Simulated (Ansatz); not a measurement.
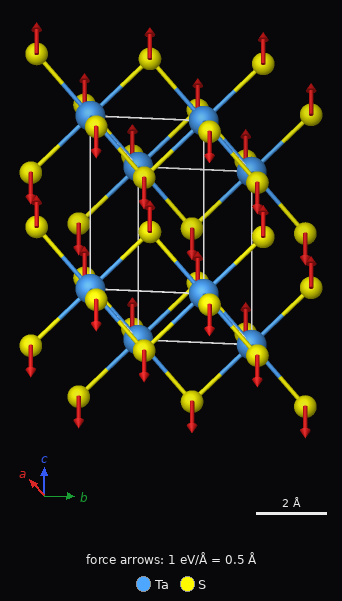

A changed version of crystalline TaS2 (set up in P-3m1), with the computed forces as red arrows. Besides, all lengths are scaled by −2.0 % (volume −6.0 %). The picture is a ball-and-stick view of the cell of the calculation, seen from a free direction.

Method: DFT, PBEsol, all-electron PAW with datasets made for the crystal, scalar-relativistic (Ansatz 0.2.0). Settings: plane-wave cutoff 420 eV; k-point mesh 8 × 8 × 4; occupations fermi dirac; smearing width 0.02 eV; no spin polarisation.

Describe the distortion and the response.

Answer. The atoms keep their fractional coordinates. No relaxation follows. The energy rises by 65.5 meV per atom. Pressure: 4.3 GPa before, 14.7 GPa after. The principal stresses (compression positive) are 18.2 GPa along c and 12.9 GPa across it. The largest forces, 2.1 eV/Å, act on 2 S atoms of the calculation's cell. Some distances before and after: S–Ta 2.426 → 2.377 Å. The space group stays P-3m1 (No. 164).

Limits of the set-up: layers or molecules are held without a dispersion correction, so their spacing is unreliable.
